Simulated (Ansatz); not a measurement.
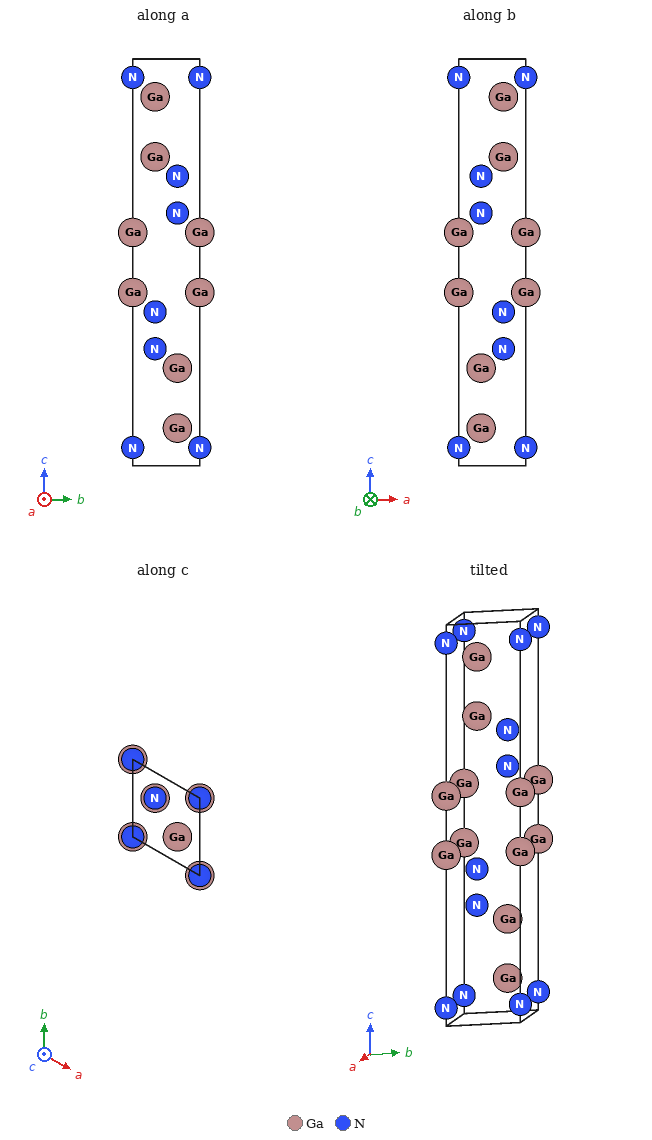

View along the a axis, along the b axis, along the c axis and slightly off an axis, drawn as a spheres-only model. The wireframe shows the conventional unit cell.

Lattice parameters: a = 3.1925 Å, b = 3.1925 Å, c = 16.7800 Å, α = 90.000°, β = 90.000°, γ = 120.000°.

Question: Express the structure as a CIF with its space group and independent sites, with free fractional coordinates to two decimals.

Answer:
```cif
data_structure
_symmetry_space_group_name_H-M 'R -3 m :H'
_symmetry_Int_Tables_number 166
_cell_length_a 3.1925
_cell_length_b 3.1925
_cell_length_c 16.7800
_cell_angle_alpha 90.000
_cell_angle_beta 90.000
_cell_angle_gamma 120.000
_cell_volume 148.11
loop_
_atom_site_label
_atom_site_type_symbol
_atom_site_symmetry_multiplicity
_atom_site_Wyckoff_symbol
_atom_site_fract_x
_atom_site_fract_y
_atom_site_fract_z
_atom_site_occupancy
Ga1 Ga 6 c 0.3333 0.6667 0.24 1
N1 N 6 c 0.00 0.00 0.05 1
```

Its origin is a structure type filled with these elements by a generator (whether the compound takes this form wasn't checked). The geometry was optimised with Ansatz, DFT PBE, scalar-relativistic, plane waves, PAW.
